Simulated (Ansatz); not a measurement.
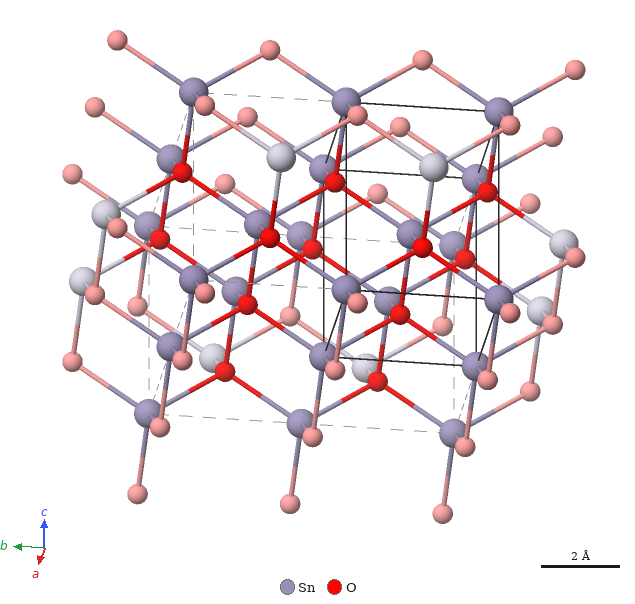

Structure drawing (ball-and-stick), viewed from a general direction. The drawing covers 2×2×1 cells, and the solid lines enclose one conventional unit cell. Atoms just outside the outline that bond to atoms inside are added, in fainter colours.

SnO, space group I-4m2 (No. 119), a = 4.00 Å, b = 4.00 Å, c = 5.42 Å, α = 90.00°, β = 90.00°, γ = 90.00°.

Computational set-up: DFT, PBE, plane waves, PAW (Ansatz), a basis cut at 420 eV, k-points about 0.24 Å⁻¹ apart, Fermi-Dirac smearing of 0.02 eV, no spin polarisation.

### How large a gap does the method give, if there is one?

A metal: bands cross the Fermi level.

### Would the cell expand or shrink if it could?

The computed pressure is -2.9 GPa (stretched: it would shrink).

The starting point was a structure type filled with these elements by a generator (whether the compound takes this form wasn't checked). The cell was then strained or its atoms displaced on purpose. It went into a calculation with Ansatz.
